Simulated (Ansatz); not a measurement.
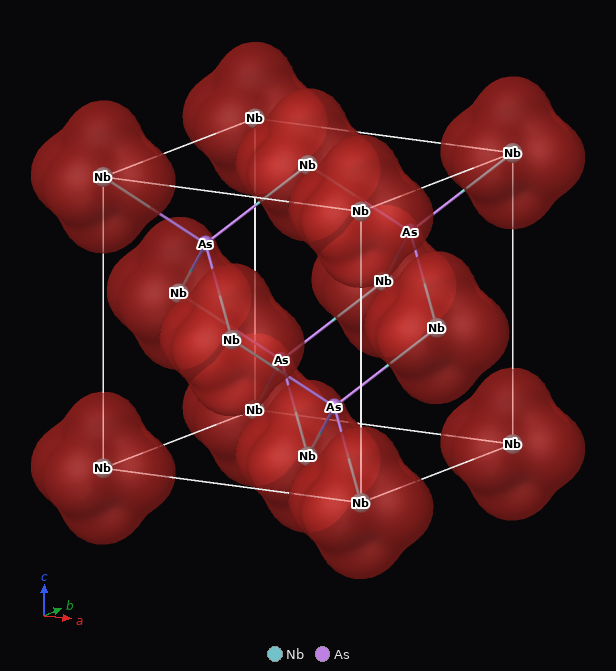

Figure 1: NbAs. Isosurfaces of the magnetisation density (up minus down) at +0.04 (red) and −0.04 e/Å³ (blue), seen at an oblique angle. Sticks mark near contacts.

Space group F-43m; started from the zinc blende prototype, which need not be the ambient phase; computed pressure about 4 GPa in this cell; spin-polarised.

Theory: DFT HSE06, scalar-relativistic, plane waves, PAW in Ansatz.

Core electrons are frozen (PAW), and the valence fields are smoothed inside the atomic spheres.

```cif
data_structure
_symmetry_space_group_name_H-M 'P 1'
_symmetry_Int_Tables_number 1
_cell_length_a 5.7447
_cell_length_b 5.7447
_cell_length_c 5.7447
_cell_angle_alpha 90.000
_cell_angle_beta 90.000
_cell_angle_gamma 90.000
_cell_volume 189.59
loop_
_atom_site_label
_atom_site_type_symbol
_atom_site_fract_x
_atom_site_fract_y
_atom_site_fract_z
_atom_site_occupancy
Nb1 Nb 0.50000 0.50000 0.00000 1
Nb2 Nb 0.00000 0.50000 0.50000 1
Nb3 Nb 0.00000 0.00000 0.00000 1
Nb4 Nb 0.50000 0.00000 0.50000 1
As1 As 0.25000 0.75000 0.25000 1
As2 As 0.75000 0.75000 0.75000 1
As3 As 0.75000 0.25000 0.25000 1
As4 As 0.25000 0.25000 0.75000 1
```

**Describe the spin distribution.**

The spin density sits on Nb: +0.8 μB (×4) in one cell of 8 atoms, with smaller moments on other sites: As (up to −0.06 μB): parallel moments, as they must be, since the calculation's own cell holds one magnetic site. The cell of the calculation (2 atoms) carries 1.3 μB of net spin moment. Only one sign reaches the isovalue.
